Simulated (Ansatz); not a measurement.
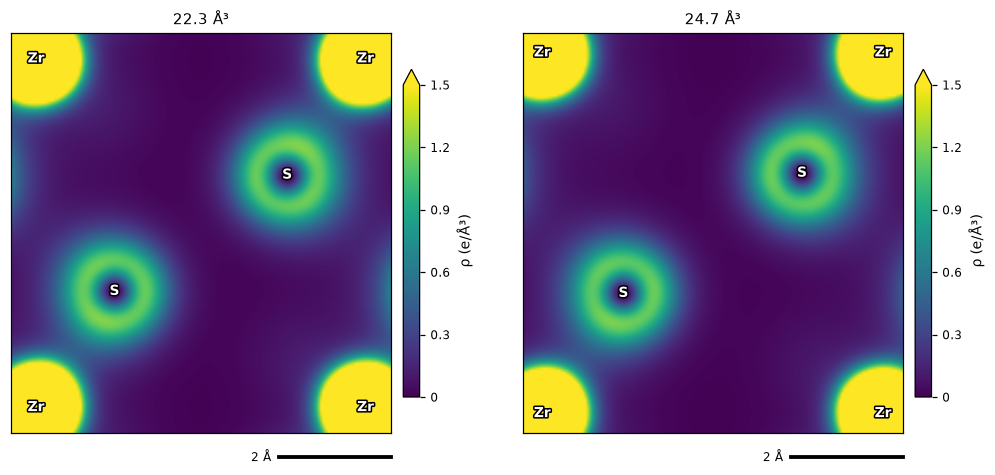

ZrS₂. The valence pseudo-density of cells scaled evenly to different volumes (given per atom above each panel), on the (110) plane of each (indices in the axes of the cell below), at one length scale and on one colour scale.

A structure from a database of computed crystals, not necessarily the ambient phase.

Theory: Kohn-Sham DFT of a periodic cell, LDA, Ansatz PAW in Ansatz.

Core electrons are frozen (PAW), and the valence fields are smoothed inside the atomic spheres.

The largest cell:

```cif
data_structure
_symmetry_space_group_name_H-M 'P 1'
_symmetry_Int_Tables_number 1
_cell_length_a 3.7400
_cell_length_b 3.7400
_cell_length_c 6.1206
_cell_angle_alpha 90.000
_cell_angle_beta 90.000
_cell_angle_gamma 120.000
_cell_volume 74.14
loop_
_atom_site_label
_atom_site_type_symbol
_atom_site_fract_x
_atom_site_fract_y
_atom_site_fract_z
_atom_site_occupancy
Zr1 Zr 0.00000 0.00000 0.00000 1
S1 S 0.33333 0.66667 0.23791 1
S2 S 0.66667 0.33333 0.76209 1
```

| volume (Å³/atom) | Zr–S contact in the plane (Å) | ρ at its midpoint (e/Å³) | pressure (GPa) | gap on the mesh (eV) | 
| --- | --- | --- | --- | --- |
| 22.34 | 2.518 | 0.468 | 1.1 | 0.90 | 
| 23.29 | 2.553 | ? | ? | ? | 
| 24.71 | 2.604 | 0.410 | −7.4 | 0.95 | 

What values belong in the row with question marks?

Answer. Over the known rows ln ρ falls by 1.54 per Å of Zr–S distance (the line through the two), which gives 0.443 e/Å³ at 2.553 Å; the calculation gives 0.443 e/Å³. For the pressure, a straight line in volume between the neighbouring rows gives −2.3 GPa; the calculation gives −2.9, lower because pressure rises ever faster on compression. For the gap on the mesh, a straight line in volume between the neighbouring rows gives 0.92 eV; the calculation gives 0.92.
